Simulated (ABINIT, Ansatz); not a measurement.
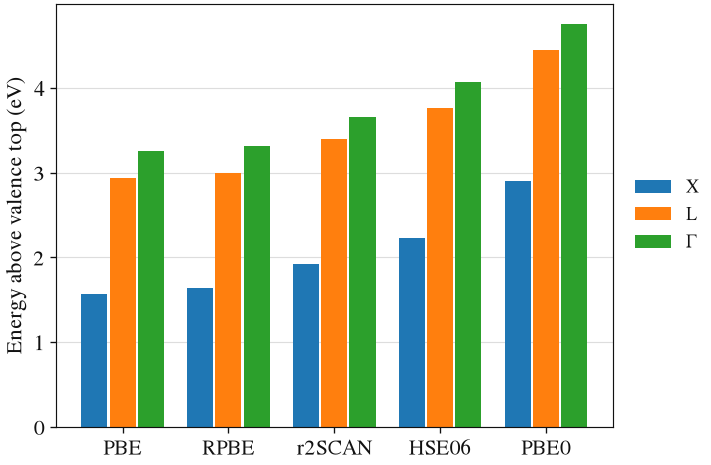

Lowest conduction level at each named k point, counted from the valence-band top at Γ, by several methods on one cell of zincblende BeTe, space group F-43m (No. 216), 2 atoms in the primitive cell; cubic a = 5.540 Å. All runs are with spin-orbit coupling and carry no moments. The cell is at 4 GPa in PBE+SOC.

> Does HSE06 shift these levels rigidly from PBE?

The shifts are +0.66 eV at X, +0.83 eV at L and +0.82 eV at Γ, and at points that aren't plotted +0.78 eV (W): over the named points that both runs hold, a spread of 0.17 eV on a mean of 0.77 eV, so one shift describes them only roughly.

> How do the methods rank at X?

From low to high: PBE 1.57, RPBE 1.64, r2SCAN 1.92, HSE06 2.23, PBE0 2.90 eV. Too close to rank are PBE against RPBE (different programs, potentials and cutoffs).

> Do the methods agree on which of these conduction levels is lowest?

Yes: all put it at X.

```
method  program  X (eV)  L (eV)  Γ (eV)
   PBE   Ansatz    1.57    2.93    3.25
  RPBE   ABINIT    1.64    3.00    3.31
r2SCAN   Ansatz    1.92    3.40    3.65
 HSE06   Ansatz    2.23    3.76    4.07
  PBE0   Ansatz    2.90    4.45    4.75
```

Settings. PBE: Ansatz PAW, 8×8×8 k mesh, 420 eV cutoff, Fermi-Dirac smearing of 0.05 eV (Ansatz). RPBE: JTH PAW PBE v2.0, 8×8×8 k mesh, 517 eV cutoff, Fermi-Dirac smearing of 0.05 eV (ABINIT 10.8.3 (patched build)). r2SCAN: Ansatz PAW, 6×6×6 k mesh, 500 eV cutoff, Fermi-Dirac smearing of 0.05 eV (Ansatz 0.2.0). HSE06: Ansatz PAW, 4×4×4 k mesh, 420 eV cutoff, Fermi-Dirac smearing of 0.05 eV (Ansatz 0.2.0). PBE0: Ansatz PAW, 4×4×4 k mesh, 420 eV cutoff, Fermi-Dirac smearing of 0.05 eV (Ansatz 0.2.0).

These are five of the 14 methods that were run on this cell. The runs come from different programs and meshes, which adds differences of its own. RPBE, r2SCAN, HSE06 and PBE0: the PAW data sets were made with another functional. LDA, GGA and most meta-GGA functionals understate gaps. HSE06 and PBE0: the k mesh is coarse, so the values aren't converged, least of all with exact exchange.
